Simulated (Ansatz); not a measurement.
## Electronic structure of ScAl17N18 (cell with a defect) in real space

```xyz
36
Lattice="-4.6953 -2.7108 5.0180 4.6953 -2.7108 5.0180 0.0000 5.4217 5.0180" Properties=species:S:1:pos:R:3 pbc="T T T"
Sc    0.0000   -1.8072    7.4725
Al   -1.5850    0.9210    7.5241
Al    3.1552   -1.7986    7.5241
Al   -3.1552   -1.7986    7.5241
Al    1.5850    0.9210    7.5241
Al    1.5702    0.8777   12.5421
Al    0.0000    3.6145    7.5409
Al    0.0000   -1.8072   12.5298
Al   -1.5702    0.8777   12.5421
Al   -1.5751   -0.8978   10.0608
Al   -3.1336    1.8053   10.0340
Al    1.5751   -0.8978   10.0608
Al    0.0000    1.8112    5.0159
Al    0.0000    1.7723   10.0088
Al    0.0000   -3.6260   10.0608
Al   -1.5953   -0.8861    4.9908
Al    3.1336    1.8053   10.0340
Al    1.5953   -0.8861    4.9908
N     0.0000   -1.8072    9.5480
N    -1.5752    0.8972    9.4303
N    -1.5656    0.9156    4.4123
N     1.5656    0.9156    4.4123
N     1.5752    0.8972    9.4303
N    -3.1408   -1.8128    4.4122
N     0.0000   -1.8073    4.4599
N     0.0000    3.6145    4.4198
N     3.1408   -1.8128    4.4122
N    -1.6867   -0.8334    6.8757
N    -3.1247    1.8104    6.9419
N     1.6867   -0.8334    6.8757
N     0.0000    1.8009    1.9239
N     0.0000    1.8076    6.9393
N     0.0000    1.6667   11.8937
N    -1.5648   -0.9038    1.9212
N     3.1247    1.8104    6.9419
N     1.5648   -0.9038    1.9212
```

Computed with DFT PBE, scalar-relativistic, plane waves, PAW in Ansatz.

The density is the valence pseudo-density of a PAW calculation; it isn't the true density close to the nuclei.

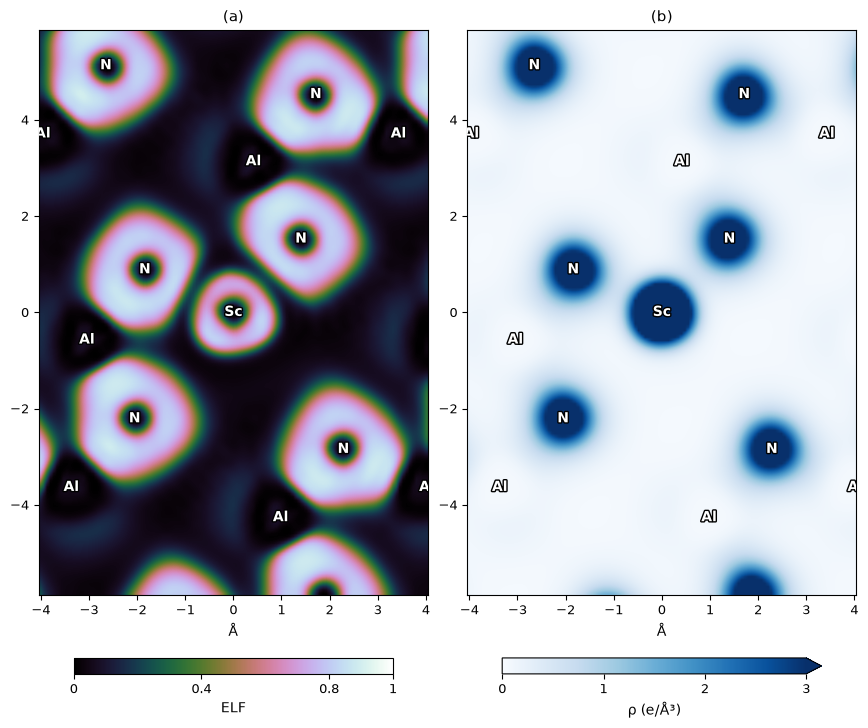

Figure 1. (a) electron localisation function; (b) valence charge density (pseudo) on the (101̄) plane of the calculation cell.

### Read the bonding off the picture.

The section cuts through Sc, Al and N sites. Al–N (1.89 Å): ρ is about 0.68 e/Å³ halfway; the ELF peaks at about 0.90 between the atoms (a shared but strongly polarised pair). Sc–N (2.04 Å): ρ at the midpoint is about 0.66 e/Å³; the ELF peaks at about 0.85 in the valence shell of N, 0.6 Å from its nucleus, and is about 0.25 at the midpoint; no shared electron pair shows on this line. Al–N (1.94 Å): the density is about 0.63 e/Å³ at the midpoint; the ELF peaks at about 0.90 between the atoms. Between the atoms the lowest density in this plane is 0.04 e/Å³. The features right at Sc lie inside the PAW spheres, where the map follows smoothed inner orbitals and isn't to be read closely.

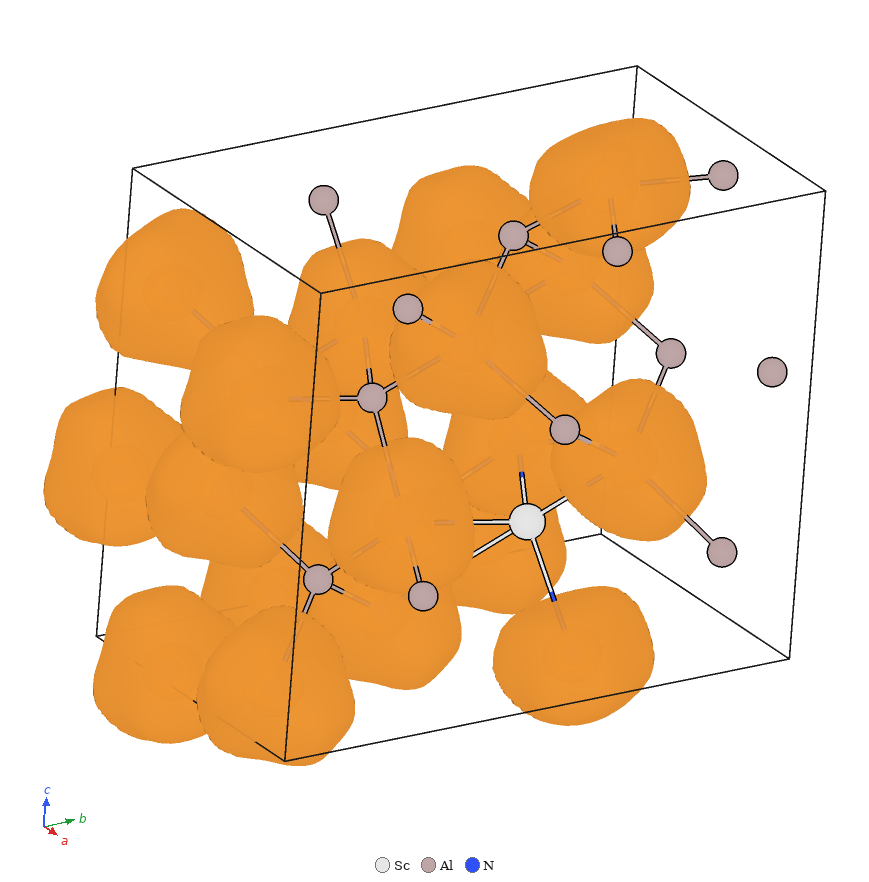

Figure 2. Isosurface of the electron localisation function at 0.65 (orange), seen slightly off an axis. Core shells and regions of very low density are left out. Sticks mark near contacts.

### Identify the bonds, lone pairs and shells in this picture.

At this value the surface marks out 18 regions on N in which the atom's valence shell and bonds are merged, counted in one cell of 36 atoms. Any copies at cell faces, edges or corners count once. Along the contacts the grid gives the following. Al–N (1.87 Å): the ELF peaks at about 0.90 in the valence shell of N, 0.7 Å from its nucleus, and is about 0.85 at the midpoint.

### Metal or insulator at this level of theory?

It is gapped, with a Kohn–Sham gap of 4.8 eV on the k-point mesh (the band edges may lie off the mesh, which would make the gap smaller).
